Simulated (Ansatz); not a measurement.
System: ZnSe, space group F-43m, 2 atoms in the cell, zincblende type.

```xyz
2
Lattice="0.0000 2.8324 2.8324 2.8324 0.0000 2.8324 2.8324 2.8324 0.0000" Properties=species:S:1:pos:R:3 pbc="T T T"
Zn    0.0000    0.0000    0.0000
Se    1.4162    1.4162    1.4162
```

Computed with Ansatz: DFT, r2SCAN, plane waves, PAW, no spin polarisation, 6×6×6 k mesh, 500 eV cutoff.

Predict the main features of the density of states.

There is a gap; over the k points computed it is 1.87 eV (direct among those points). The upper group of valence states starts about 6.7 eV under the valence-band top, with a gap beneath it; it holds about 16 electrons a cell. Within the window shown, the tallest peak of the filled states lies 6.4 eV under the valence-band top, at about 15 states per eV and cell.

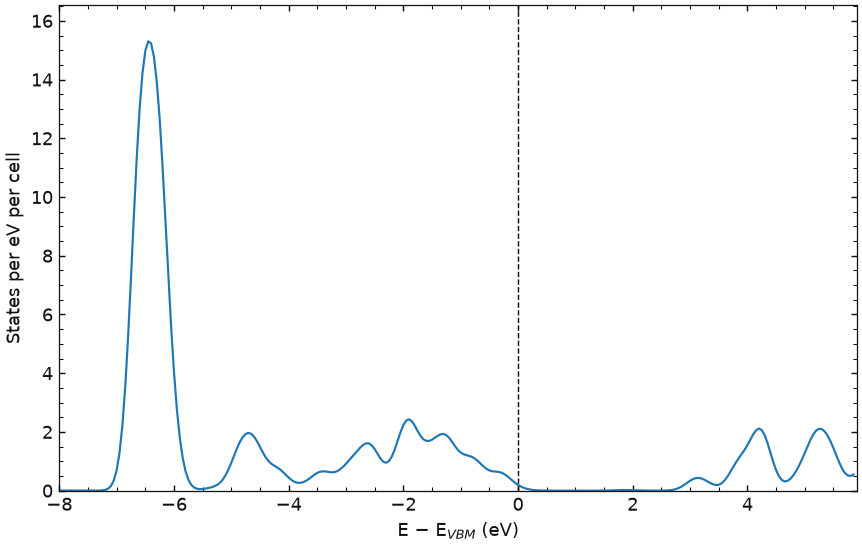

Density of states. Energies are counted from the top of the valence band. The curve is built from the levels of the k mesh with Gaussians 0.4 eV wide, which also blur the band edges.
